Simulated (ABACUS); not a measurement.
K: single-point calculation at one volume of an equation of state (part 1 of 2)

The run: single-point calculation at one volume of an equation of state of K (Im-3m, 1 atom in the cell). Method and program: Kohn-Sham DFT of a periodic cell, PBE, PseudoDojo NC SR 0.4.1 PBE standard, no spin polarisation (ABACUS 3.10.1).

The structure derives from a Materials Project entry. It belongs to a series of runs on one base structure; here: volume scaled by 1.06.

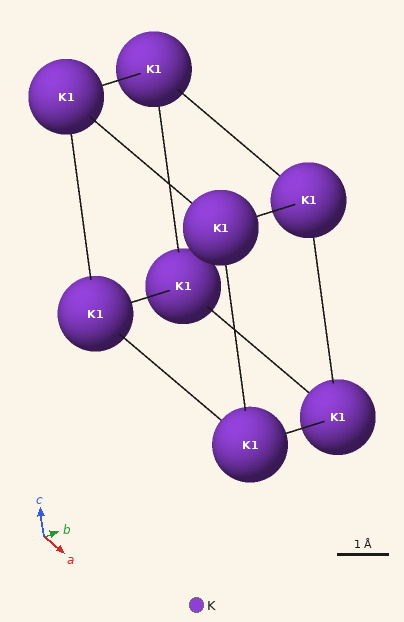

Fig. 1: The structure as given in the input (ball-and-stick view of the cell of the calculation, seen slightly off an axis; atoms are numbered from 1 in the order of the input).

### Input
```
INPUT_PARAMETERS
suffix              K
calculation         scf
basis_type          lcao
pseudo_dir          ./
orbital_dir         ./
symmetry            1
dft_functional      pbe
ecutwfc             100
pseudo_rcut         10
nspin               1
nbands              9
ks_solver           genelpa
smearing_method     fd
smearing_sigma      0.00367493
scf_thr             1e-07
scf_nmax            100
mixing_type         broyden
mixing_beta         0.7
cal_force           1
cal_stress          1
out_mul             1
```

### File STRU
```
ATOMIC_SPECIES
K 39.0983 K.upf

NUMERICAL_ORBITAL
K_confined-atom_10au_3s2p1d.orb

LATTICE_CONSTANT
1.8897261246

LATTICE_VECTORS
-2.7504652529 2.7504652529 2.7504652529
2.7504652529 -2.7504652529 2.7504652529
2.7504652529 2.7504652529 -2.7504652529

ATOMIC_POSITIONS
Direct

K
0.0
1
0.0000000000 0.0000000000 0.0000000000 1 1 1
```

### File KPT
```
K_POINTS
0
Gamma
7 7 7 0 0 0
```

Command:
```bash
OMP_NUM_THREADS=1 mpirun -np 4 abacus > log
```

### The program's output
```
ABACUS v3.10.1

               Atomic-orbital Based Ab-initio Computation at UStc

 ------------------------------------------------------------------------------------

 READING GENERAL INFORMATION
                           global_out_dir = OUT.K/
                           global_in_card = INPUT
                               pseudo_dir = ./
                              orbital_dir = ./
                                    DSIZE = 4
                                    GSIZE = 1

 READING UNITCELL INFORMATION
                                    ntype = 1
                  lattice constant (Bohr) = 1.88973
              lattice constant (Angstrom) = 1

 READING ATOM TYPE 1
                               atom label = K
                      L=0, number of zeta = 3
                      L=1, number of zeta = 2
                      L=2, number of zeta = 1
             number of atom for this type = 1

                        TOTAL ATOM NUMBER = 1
DIRECT COORDINATES
    atom                   x                   y                   z     mag                  vx                  vy                  vz
taud_K1            0.0000000000        0.0000000000        0.0000000000  0.0000        0.0000000000        0.0000000000        0.0000000000

                          Volume (Bohr^3) = 561.662
                             Volume (A^3) = 83.2296

 Lattice vectors: (Cartesian coordinate: in unit of a_0)
             -2.75047            +2.75047            +2.75047
             +2.75047            -2.75047            +2.75047
             +2.75047            +2.75047            -2.75047
 Reciprocal vectors: (Cartesian coordinate: in unit of 2 pi/a_0)
                   +0           +0.181787           +0.181787
            +0.181787                  +0           +0.181787
            +0.181787           +0.181787                  +0
 The esolver type has been set to : ksdft_lcao

                PAO radial cut off (Bohr) = 10

 Read in pseudopotential file is K.upf
                     pseudopotential type = NC
          exchange-correlation functional = PBE
                 nonlocal core correction = 1
                        valence electrons = 9
                                     lmax = 2
                           number of zeta = 3
                     number of projectors = 6
                           L of projector = 0
                           L of projector = 0
                           L of projector = 1
                           L of projector = 1
                           L of projector = 2
                           L of projector = 2
     initial pseudo atomic orbital number = 5

 SETUP THE ELECTRONS NUMBER
             electron number of element K = 9
       total electron number of element K = 9
            AUTOSET number of electrons:  = 9
                           occupied bands = 5
                                   NLOCAL = 14
                                   NBANDS = 9
                                   NBANDS = 9
                                   NLOCAL = 14

%%%%%%%%%%%%%%%%%%%%%%%%%%%%%%%%%%%%%%%%%%%%%%%%%%%%%%%%%%%%%%%%%%%%%%%%%%%%%%%%%%%%%%%%%%%%%%%%%%%%%%%%%%
 Warning: the number of valence electrons in pseudopotential > 1 for K: [Ar] 4s1
 Pseudopotentials with additional electrons can yield (more) accurate outcomes, but may be less efficient.
 If you're confident that your chosen pseudopotential is appropriate, you can safely ignore this warning.
%%%%%%%%%%%%%%%%%%%%%%%%%%%%%%%%%%%%%%%%%%%%%%%%%%%%%%%%%%%%%%%%%%%%%%%%%%%%%%%%%%%%%%%%%%%%%%%%%%%%%%%%%%

 SETUP THE PLANE WAVE BASIS
 energy cutoff for charge/potential (unit:Ry) = 400
            fft grid for charge/potential = [ 60, 60, 60 ]
                        fft grid division = [ 3, 3, 3 ]
        big fft grid for charge/potential = [ 20, 20, 20 ]
                                     nbxx = 2000
                                     nrxx = 54000

 SETUP PLANE WAVES FOR CHARGE/POTENTIAL
                    number of plane waves = 75805
                         number of sticks = 2435

 PARALLEL PW FOR CHARGE/POTENTIAL
     PROC   COLUMNS(POT)             PW
        1            609          18952
        2            608          18951
        3            609          18951
        4            609          18951
 --------------- sum -------------------
        4           2435          75805
                            number of |g| = 498
                                  max |g| = 36.1531
                                  min |g| = 0.0660933

----------- Double Check Mixing Parameters Begin ------------
mixing_type: broyden
mixing_beta: 0.7
mixing_gg0: 1
mixing_gg0_min: 0.1
mixing_ndim: 8
----------- Double Check Mixing Parameters End ------------

 LATTICE VECTORS: (CARTESIAN COORDINATE: IN UNIT OF A0)
             -2.75047            +2.75047            +2.75047
             +2.75047            -2.75047            +2.75047
             +2.75047            +2.75047            -2.75047
                       right hand lattice = 1
                                   NORM_A = 4.76395
                                   NORM_B = 4.76395
                                   NORM_C = 4.76395
                           ALPHA (DEGREE) = 109.471
                           BETA  (DEGREE) = 109.471
                           GAMMA (DEGREE) = 109.471

 The lattice vectors have been changed (STRU_SIMPLE.cif)

(for optimal symmetric configuration:)
                             BRAVAIS TYPE = 2
                     BRAVAIS LATTICE NAME = 02. Cubic I (body-centered)
                                    ibrav = 2
                                    IBRAV = 2
                                  BRAVAIS = BODY CENTERED CUBIC
                       LATTICE CONSTANT A = 5.50093
Original cell was already a primitive cell.
                        ROTATION MATRICES = 48
              PURE POINT GROUP OPERATIONS = 48
                   SPACE GROUP OPERATIONS = 48
                              POINT GROUP = O_h
               POINT GROUP IN SPACE GROUP = O_h

 SETUP K-POINTS
                                    nspin = 1
                   Input type of k points = Monkhorst-Pack(Gamma)
                                   nkstot = 343
                       right hand lattice = 1
(for reciprocal lattice: )
                             BRAVAIS TYPE = 3
                     BRAVAIS LATTICE NAME = 03. Cubic F (face-centered)
                                    ibrav = 3
                       right hand lattice = 1
(for k-lattice: )
                             BRAVAIS TYPE = 3
                     BRAVAIS LATTICE NAME = 03. Cubic F (face-centered)
                                    ibrav = 3
                       right hand lattice = 1
                        ROTATION MATRICES = 48
                               nkstot_ibz = 20
K-POINTS REDUCTION ACCORDING TO SYMMETRY
     IBZ    DIRECT_X    DIRECT_Y    DIRECT_Z  WEIGHT  ibz2bz
       1  0.00000000  0.00000000  0.00000000  0.0029       0
       2 -0.14285714  0.14285714  0.00000000  0.0350       1
       3 -0.28571429  0.28571429  0.00000000  0.0350       2
       4 -0.42857143  0.42857143  0.00000000  0.0350       3
       5 -0.14285714 -0.14285714  0.28571429  0.0700       8
       6 -0.14285714 -0.28571429  0.42857143  0.1399       9
       7  0.42857143  0.42857143  0.14285714  0.0700      10
       8  0.42857143  0.28571429  0.28571429  0.0700      16
       9 -0.14285714 -0.14285714  0.42857143  0.0233      57
      10  0.42857143  0.28571429  0.14285714  0.0700      58
      11 -0.14285714  0.14285714  0.14285714  0.0175      62
      12  0.28571429  0.28571429  0.28571429  0.0233      65
      13  0.28571429  0.14285714 -0.28571429  0.0700      68
      14 -0.42857143  0.42857143  0.14285714  0.0700      74
      15 -0.42857143  0.28571429  0.28571429  0.0700      75
      16  0.42857143  0.28571429  0.42857143  0.0700      81
      17  0.28571429  0.28571429 -0.28571429  0.0175     117
      18 -0.42857143  0.42857143  0.28571429  0.0700     123
      19  0.42857143  0.42857143  0.42857143  0.0233     130
      20 -0.42857143  0.42857143  0.42857143  0.0175     172

                               nkstot now = 20
[... K-POINTS DIRECT COORDINATES: 20 rows ...]

           k-point number in this process = 20
       minimum distributed K point number = 20
[... stars of the k points ...]

[... K-POINTS CARTESIAN COORDINATES: 20 rows ...]

[... K-POINTS DIRECT COORDINATES: 20 rows ...]

 SETUP PLANE WAVES FOR WAVE FUNCTIONS
     energy cutoff for wavefunc (unit:Ry) = 100
              fft grid for wave functions = [ 60, 60, 60 ]
                    number of plane waves = 12215
                         number of sticks = 723

 PARALLEL PW FOR WAVE FUNCTIONS
     PROC   COLUMNS(POT)             PW
        1            180           3054
        2            181           3054
        3            181           3054
        4            181           3053
 --------------- sum -------------------
        4            723          12215

 SET NONLOCAL PSEUDOPOTENTIAL PROJECTORS
 max number of nonlocal projetors among all species is 6

 -------------------------------------------
 SELF-CONSISTENT
 -------------------------------------------

 SETUP SEARCHING RADIUS FOR PROGRAM TO SEARCH ADJACENT ATOMS
                  longest orb rcut (Bohr) = 10
   longest nonlocal projector rcut (Bohr) = 1.66
                     search radius (Bohr) = 23.3
              searching radius is (Bohr)) = 23.3
         searching radius unit is (Bohr)) = 1.89
                         PeriodicBoundary = 1
                        Radius(unit:lat0) = 12.3
                                   glayer = [ 5, 5, 5 ]
                             glayer_minus = [ 4, 4, 4 ]

Find the coordinate range of the input atom(unit:lat0).
                                  min_tau = [ -33, -33, -33 ]
                                  max_tau = [ 33, 33, 33 ]
                                BoxNumber = [ 9, 9, 9 ]

 SETUP EXTENDED REAL SPACE GRID FOR GRID INTEGRATION
                          real space grid = [ 60, 60, 60 ]
                 big cell numbers in grid = [ 20, 20, 20 ]
             meshcell numbers in big cell = [ 3, 3, 3 ]
                        extended fft grid = [ 28, 28, 28 ]
                dimension of extened grid = [ 77, 77, 77 ]
                            UnitCellTotal = 125
              Atom number in sub-FFT-grid = 1
    Local orbitals number in sub-FFT-grid = 14
                                ParaV.nnr = 3185
                                 init_chg = atomic

 LCAO ALGORITHM --------------- ION=   1  ELEC=   1--------------------------------

 Density error is 0.0144071071449
----------------------------------------------------------
     Energy           Rydberg                 eV
----------------------------------------------------------
 E_KohnSham     -60.1024320287       -817.7355392482
 E_Harris       -60.3286738657       -820.8137173577
 E_Fermi        0.1178971531         1.6040730604
```
